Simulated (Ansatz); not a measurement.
Structure of V:

```
V
1.0
     2.63182    0.00000    0.00000
    -1.31591    2.27922    0.00000
     0.00000    0.00000    4.70481
V
2
Direct
  0.33333 0.66667 0.25000
  0.66667 0.33333 0.75000
```

Structure used: the geometry relaxed with Ansatz, DFT, revPBE, plane waves (420 eV) with PAW, scalar-relativistic; the starting structure was generated, so it need not be a known form of this composition.

Q: Where will the first 3 clear peaks of its X-ray PDF lie (peak width σ = 0.08 Å), and from which pairs do they come?

A: 1. 2.66 Å: V–V at 2.63–2.80 Å
2. 3.84 Å: V–V at 3.84 Å
3. 4.64 Å: V–V at 4.56–4.70 Å

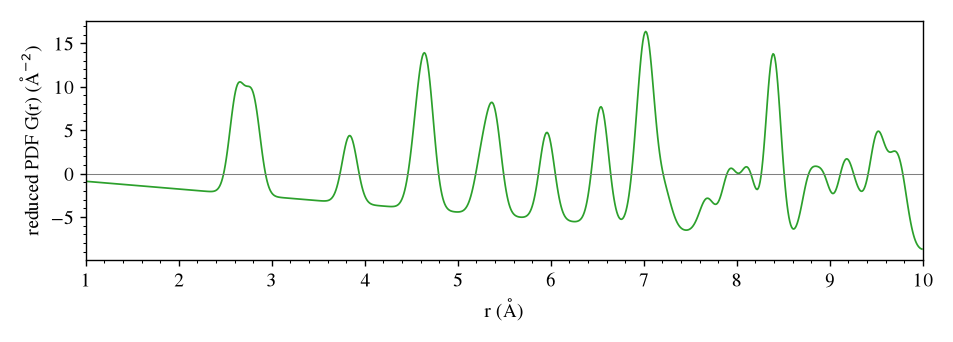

The curve is a calculated X-ray PDF: distances of the static structure, each pair weighted by the product of the atomic numbers (X-ray weights at Q = 0), broadened by Gaussians with σ = 0.08 Å. No termination ripples are included.
